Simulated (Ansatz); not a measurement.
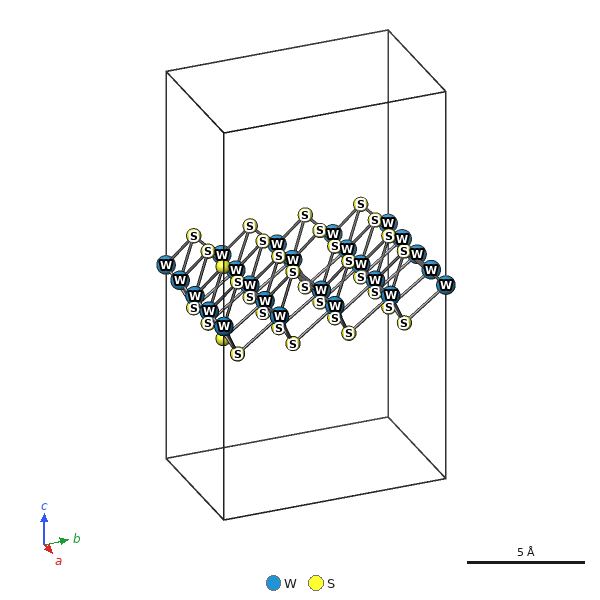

We look at a ball-and-stick model of the crystal slightly off an axis. The outline marks the supercell. The host is WS2, in a cell of 48 sites, and the cell carries a charge of -2.

What kind of defect was put in?

A tungsten vacancy. Around the empty site lie six S at about 2.4 Å.

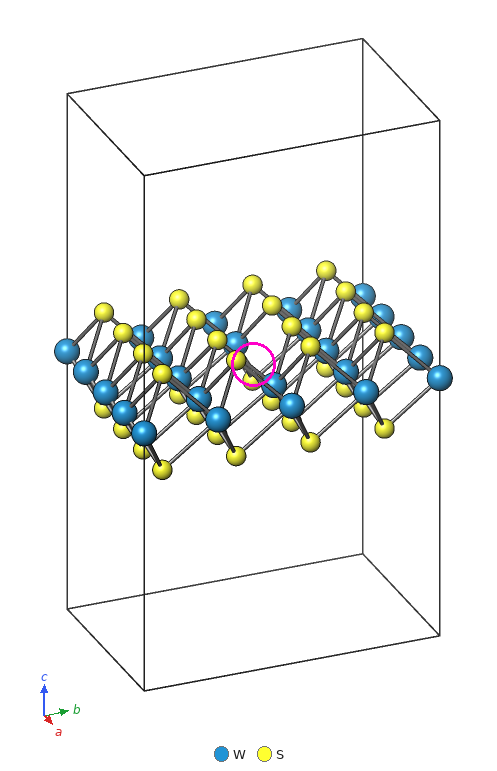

The same cell with a ring at the defect's site.

Source of the structure: a structure listed in the Materials Project, repeated into a supercell with a point defect put in. Earlier steps of the study, as a rule a relaxation of our own, may have changed the cell and positions, so they can lie some per cent off the listed ones. It was set up as input for a calculation with Ansatz.
